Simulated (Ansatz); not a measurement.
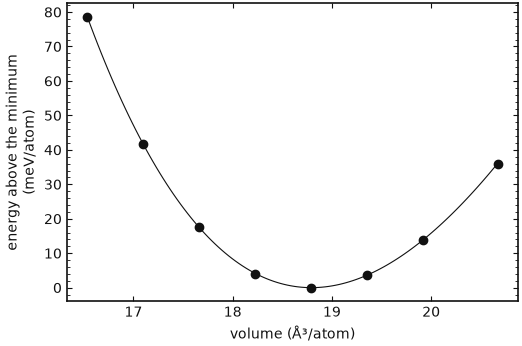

Computed with Ansatz 0.2.0: third-order Birch-Murnaghan fit to density functional energies at scaled volumes of the given relaxed cell, shape and atoms relaxed at each volume; energies count from the fitted minimum; plane waves with PAW datasets, Γ-centred k mesh. Level: PBE, no spin polarisation.

- wave cutoff: 420 eV
- k mesh: 8×8×8
- occupations: Gaussian
- smearing width: 0.02 eV

Cell as given: a = 6.099 Å, b = 6.099 Å, c = 6.099 Å, α = 98.80°, β = 98.80°, γ = 133.95°; 8 atoms.

**Figure.** Energy above the minimum against volume for CaO, space group I4/mcm (No. 140) (cell built by us, not taken from a database).

A third-order Birch–Murnaghan fit gives V0 = 18.79 Å³/atom, B0 = 73.4 GPa and B′ = 4.5. The energy above the minimum is 78.6 meV/atom at volume 16.535 Å³/atom and 36.0 meV/atom at 20.669 Å³/atom; the lowest computed point is at volume 18.790 Å³/atom (0.0 meV/atom).
